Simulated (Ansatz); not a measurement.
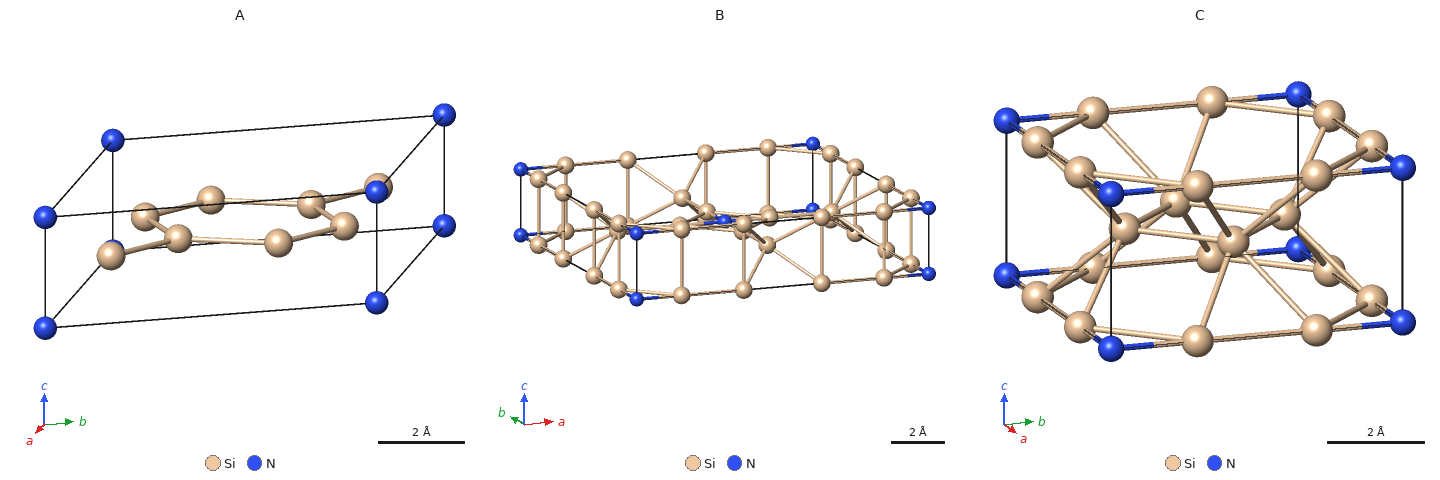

Three structures of Si₈N, each relaxed to rest (conventional cells in solid outline, small ones repeated, each panel with its own scale). Method: Ansatz 0.2.0, DFT PBE, scalar-relativistic, plane waves, PAW, without spin polarisation.

Name the structure in each panel.

A: 9 atoms a cell on a primitive hexagonal lattice, P6/mmm; B: 18 atoms a cell on a body-centred tetragonal lattice, I4/mmm; C: 9 atoms a cell on a primitive tetragonal lattice, P4/mmm.

Which of these is lowest in energy, and how far above it do the others lie?

C, then B (+166 meV/atom) and A (+283 meV/atom), energies at zero smearing.

Collect the results in a table.

| panel | structure | E − E(lowest) (meV/atom) | volume (Å³/atom) | gap (eV) |
| --- | --- | --- | --- | --- |
| C | P4/mmm | 0 | 15.3 | metal |
| B | I4/mmm | 166 | 20.5 | metal |
| A | P6/mmm | 283 | 17.2 | metal |

Some of these may be structure types tried for this composition rather than known phases, and the most stable form need not be among them. Gaps are taken on the k-mesh or band path of each run.
